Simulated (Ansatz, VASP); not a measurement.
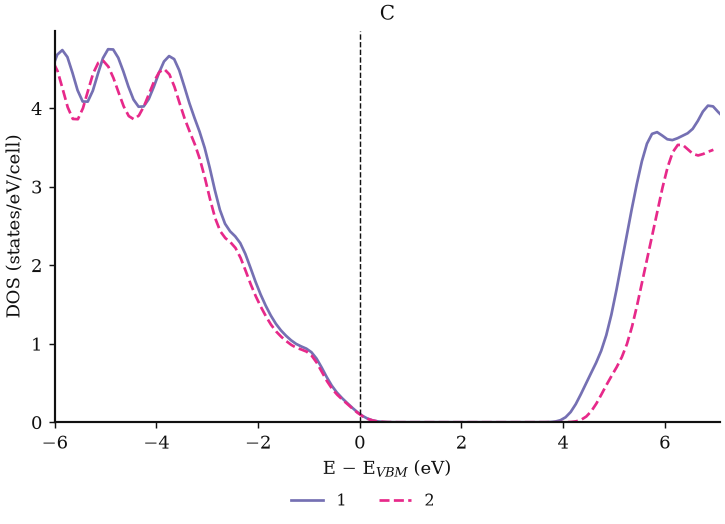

Total densities of states of C, space group P6_3/mmc (No. 194), 12 atoms in the cell (a = 2.522 Å, c = 12.356 Å (hexagonal axes)), by two methods on the same cell. The DOS curves are built from the levels of the k mesh with Gaussians 0.55 eV wide, which also blur the band edges; ripples of that width can come from the mesh. Each is counted from its own valence-band top.

> Which curve is which? The methods: SCAN (VASP), PBE (Ansatz).

1 is PBE (Ansatz); 2 is SCAN (VASP). PBE (Ansatz) gives a gap of 4.37 eV and SCAN (VASP) gives a gap of 4.75 eV.

Settings. PBE (Ansatz): Ansatz PAW, no spin polarisation, no spin-orbit coupling, 12×12×3 k mesh, 420 eV cutoff, Fermi-Dirac smearing of 0.05 eV (Ansatz 0.2.0). SCAN (VASP): VASP PAW PBE potentials, release 64 (C), no spin polarisation, no spin-orbit coupling, 12×12×3 k mesh, 520 eV cutoff, Fermi-Dirac smearing of 0.05 eV (VASP).

Gaps are the smallest over all k points computed. The two runs differ in program as well. The cell is at 2 GPa in PBE (Ansatz) and −4 GPa in SCAN (VASP). LDA, GGA and most meta-GGA functionals understate gaps. This is a hexagonal form of diamond, not graphite. SCAN (VASP): the PAW data sets were made with another functional.
